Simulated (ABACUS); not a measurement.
# Energy of Si along an even scaling of the cell

System: Si (2 atoms in the cell).
Method: Kohn-Sham DFT of a periodic cell, PBE, PseudoDojo NC SR 0.4.1 PBE standard, no spin polarisation (ABACUS 3.10.1).

The 7 runs differ only in the geometry, by an even scaling of the cell at fixed fractional positions. The structure derives from a Materials Project entry.

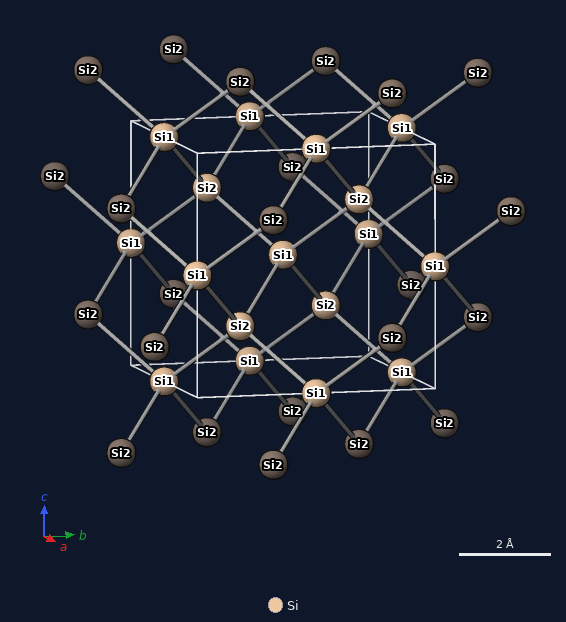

Figure 1. The structure of run 4 (ball-and-stick view of the cell 4 times as large as that of the calculation, set on its symmetry axes, seen slightly off an axis; neighbours outside the cell are drawn fainter; atoms are numbered from 1 in the order of the input).

### The input of run 4
```
INPUT_PARAMETERS
suffix              Si
calculation         scf
basis_type          lcao
pseudo_dir          ./
orbital_dir         ./
symmetry            1
dft_functional      pbe
ecutwfc             100
pseudo_rcut         10
nspin               1
nbands              8
ks_solver           genelpa
smearing_method     fd
smearing_sigma      0.00367493
scf_thr             1e-07
scf_nmax            100
mixing_type         broyden
mixing_beta         0.7
cal_force           1
cal_stress          1
out_mul             1
```

### File STRU of run 4
```
ATOMIC_SPECIES
Si 28.0850 Si.upf

NUMERICAL_ORBITAL
Si_confined-atom_7au_2s2p1d.orb

LATTICE_CONSTANT
1.8897261246

LATTICE_VECTORS
0.0000000000 2.7218511865 2.7218511865
2.7218511865 0.0000000000 2.7218511865
2.7218511865 2.7218511865 0.0000000000

ATOMIC_POSITIONS
Direct

Si
0.0
2
0.5000000000 0.5000000000 0.5000000000 1 1 1
0.7500000000 0.7500000000 0.7500000000 1 1 1
```

### File KPT of run 4
```
K_POINTS
0
Gamma
8 8 8 0 0 0
```

Command:
```bash
OMP_NUM_THREADS=1 mpirun -np 4 abacus > log
```

Lattice vectors (Å) and fractional positions of run 4:
```
   0.000000    2.721851    2.721851
   2.721851    0.000000    2.721851
   2.721851    2.721851    0.000000
Si  0.500000  0.500000  0.500000
Si  0.750000  0.750000  0.750000
```

Run 5 differs from it as follows:
```diff
-0.0000000000 2.7218511865 2.7218511865
-2.7218511865 0.0000000000 2.7218511865
-2.7218511865 2.7218511865 0.0000000000
+0.0000000000 2.7398772164 2.7398772164
+2.7398772164 0.0000000000 2.7398772164
+2.7398772164 2.7398772164 0.0000000000
```

### Results, with one run withheld

| run | volume per atom (Å³) | free energy per atom, from the lowest run given (meV) | pressure (GPa) | gap on the mesh (eV) |
| --- | --- | --- | --- | --- |
| 1 | 18.955 | 43.16 | 9.13 | 0.55 |
| 2 | 19.358 | 23.45 | 6.58 | 0.59 |
| 3 | 19.761 | 9.84 | 4.27 | 0.63 |
| 4 | 20.165 | 1.75 | 2.19 | 0.67 |
| 5 | 20.568 | ? | ? | ? |
| 6 | 20.971 | 0.00 | −1.37 | 0.74 |
| 7 | 21.375 | 5.41 | −2.90 | 0.78 |

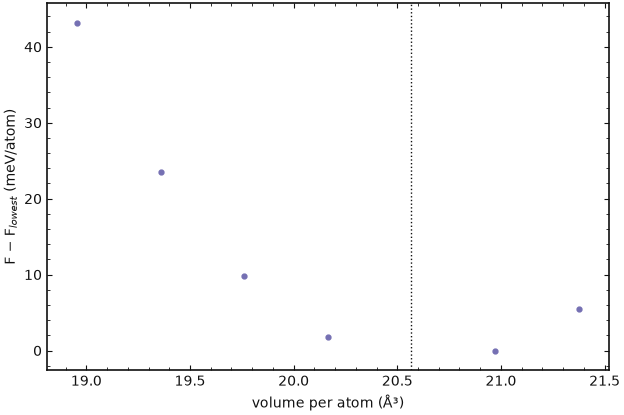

Figure 2. Free energy per atom of the runs given; the dotted line marks run 5.

Fit the runs given and predict run 5.

A cubic polynomial in V^(−2/3) (the Birch–Murnaghan form), fitted to the 6 runs given, misses them by at most 0.01 meV per atom. With x = V^(−2/3) − 0.13542 Å⁻², it reads F = 3.2395 + 3712.1 x + 7.3922e+05 x² + 8.5664e+05 x³ (meV per atom). At run 5 it gives −1.36 meV per atom, and the run itself gives −1.37. The slope of the fit gives a pressure −dF/dV of 0.32 GPa there, and the run prints 0.32 GPa. The fit has its minimum at 20.641 Å³ per atom, where V d²F/dV² gives 89.3 GPa: the bulk modulus at this level, since symmetry fixes the shape and the positions. The gap on the mesh goes, without turning, from 0.55 eV in run 1 to 0.78 eV in run 7; run 5 has 0.71 eV. These are gaps of this functional on this mesh, which can miss the band edges; they aren't the measured gap.

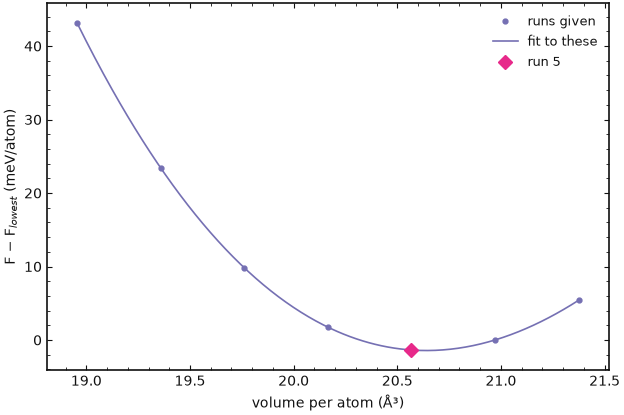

Figure 3. The fit and the withheld run.

### Some lines of the output (run 5)
```
[...]
                          Volume (Bohr^3) = 277.6
                             Volume (A^3) = 41.1361
 E_Fermi        0.4352100561         5.9213365901
 E_Fermi        0.4525766335         6.1576209970
 E_Fermi        0.4616413547         6.2809528558
 E_Fermi        0.4621954013         6.2884910464
 E_Fermi        0.4623344432         6.2903828097
 E_Fermi        0.4623561257         6.2906778141
 E_KS(sigma->0) -16.9122925986       -230.1035455846
 E_Fermi        0.4623555222         6.2906696042
 final etot is -230.10355161 eV
 EFERMI = 6.2906696042 eV
 TOTAL-PRESSURE: 3.172067 KBAR
 !FINAL_ETOT_IS -230.1035516120779505 eV
```

Notes: Points of doubt noted for this run: home made orbitals.
